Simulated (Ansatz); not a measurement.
Given this structure, the input geometry of an electronic-structure calculation (not necessarily at equilibrium); the starting structure was generated, so it need not be a known form of this composition, written in its standard cell:

```
CELL_PARAMETERS angstrom
4.74800 0.00000 0.00000
-2.37400 4.11189 0.00000
0.00000 0.00000 2.63553
ATOMIC_POSITIONS crystal
W 0.00000 0.00000 0.00000
W 0.33333 0.66667 0.50000
W 0.66667 0.33333 0.50000
```

> What does the kinematic electron diffraction pattern along [001] look like at 300 kV (B = 0.5 Å²)?

The spots form a hexagonal net with both shortest vectors at d = 2.37 Å, 60.0° apart. They are 2 -1 0 and 1 1 0. The pattern has symmetry 6mm. Reflections such as 0 1 0, 1 -1 0, 1 0 0 are allowed but too weak to see at this display level.

Strongest reflections with d > 0.80 Å, one of each family (|F|² from tabulated Gaussian fits of the electron scattering factors, times a small damping for the curvature of the Ewald sphere):

| hkl | d (Å) | I (strongest = 100) |
| --- | --- | --- |
| 2 -1 0 | 2.374 | 100 |
| 3 0 0 | 1.371 | 35 |
| 4 -2 0 | 1.187 | 25 |
| 5 -1 0 | 0.897 | 11 |

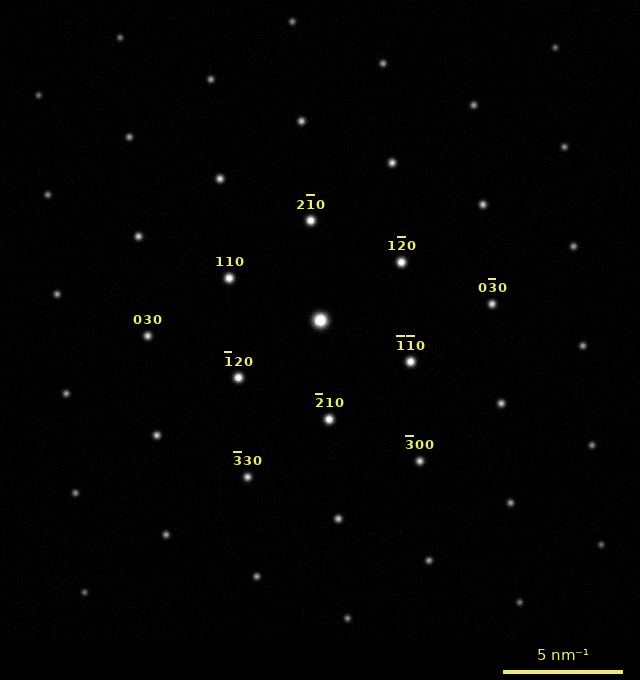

Calculated pattern, seen from the source side with [001] pointing towards the source.
